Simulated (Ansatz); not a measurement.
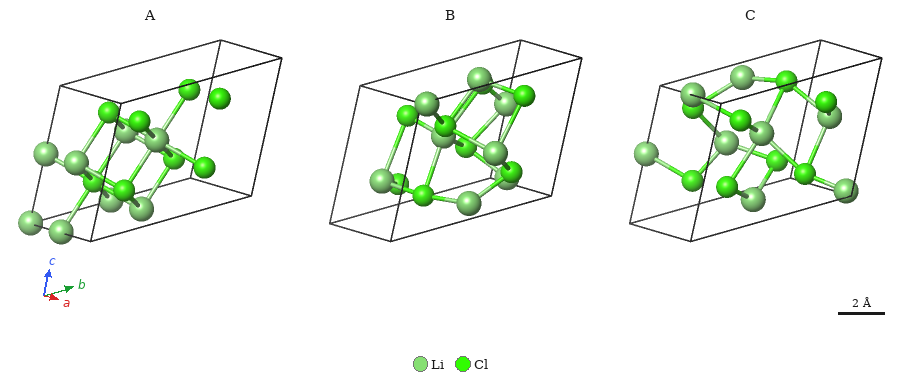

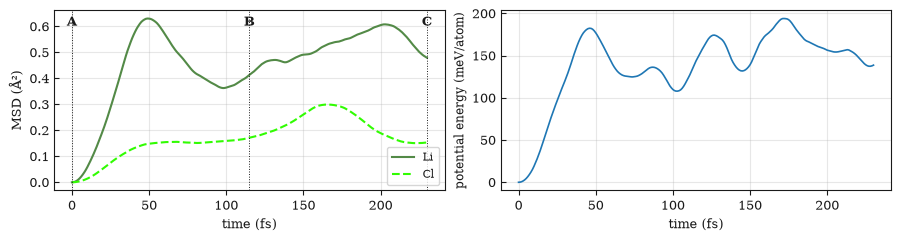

Molecular dynamics of a 16-atom cell of LiCl (set up in Fm-3m), 230 fs long. The cell was cut from the crystal with space group Fm-3m. Frames (A at 0 fs, B at 115 fs, C at 230 fs) and the history of the run. Style: ball-and-stick. Shown: the reduced simulation cell, slightly off an axis. Atoms that leave the cell re-enter on the other side. Bonds to atoms that aren't drawn are left out. Lengths and directions refer to the drawn axes.

Computed with DFT PBE, scalar-relativistic, plane waves, PAW (Ansatz 0.2.0). Set-up: plane-wave cutoff 420 eV; k-point mesh 2 × 2 × 2; Fermi-Dirac smearing 0.16 eV; low-accuracy preset; volume 1.15 times that of the relaxed crystal; Langevin thermostat (NVT); set temperature 1800 K; time step 1 fs; friction 0.005 per fs.

Input
```yaml
accuracy: low
crystal:
  lattice:
    - [0.0, 5.32671, 5.32671]
    - [5.32671, 0.0, 5.32671]
    - [5.32671, 5.32671, 0.0]
  atoms:
    - { symbol: Li, position: [0.0, 0.0, 0.0] }
    - { symbol: Cl, position: [0.25, 0.25, 0.25] }
    - { symbol: Li, position: [0.0, 0.0, 0.5] }
    - { symbol: Cl, position: [0.25, 0.25, 0.75] }
    - { symbol: Li, position: [0.0, 0.5, 0.0] }
    - { symbol: Cl, position: [0.25, 0.75, 0.25] }
    - { symbol: Li, position: [0.0, 0.5, 0.5] }
    - { symbol: Cl, position: [0.25, 0.75, 0.75] }
    - { symbol: Li, position: [0.5, 0.0, 0.0] }
    - { symbol: Cl, position: [0.75, 0.25, 0.25] }
    - { symbol: Li, position: [0.5, 0.0, 0.5] }
    - { symbol: Cl, position: [0.75, 0.25, 0.75] }
    - { symbol: Li, position: [0.5, 0.5, 0.0] }
    - { symbol: Cl, position: [0.75, 0.75, 0.25] }
    - { symbol: Li, position: [0.5, 0.5, 0.5] }
    - { symbol: Cl, position: [0.75, 0.75, 0.75] }
basis:
  ecutwfc: 420.0
kpoints:
  mp_grid: { grid: [2, 2, 2] }
hamiltonian:
  xc: pbe
scf:
  occupations: { method: fermi_dirac, width: 0.16 }
  lower_state_search: "off"
md:
  timestep: 1
  n_steps: 230
  ensemble: nvt_langevin
  temperature: 1800.0
  initial_velocities: maxwell_boltzmann
  seed: 406378
  friction: 0.005
```

Launched with:
```bash
ansatz run input.yaml --threads 1 --pin off --max-ram 3072MiB --backend cpu --events-out ev --progress --plain --runs-dir out
```

### Describe the run.

In the second half of the run the atoms are, in the root-mean-square, this far from where they began (common drift taken out): Li 0.72 Å, Cl 0.47 Å. Against the typical shortest distance between atoms in the first frame, about 2.7 Å these are large excursions, but over 230 fs one can't yet tell strong vibration from the start of diffusion. Over the second half the temperature averages 1420 K (spread ±242 K). The potential energy in the second half lies on average 161 meV per atom above the first frame.

Limits of the set-up: the program's low-accuracy preset was used.
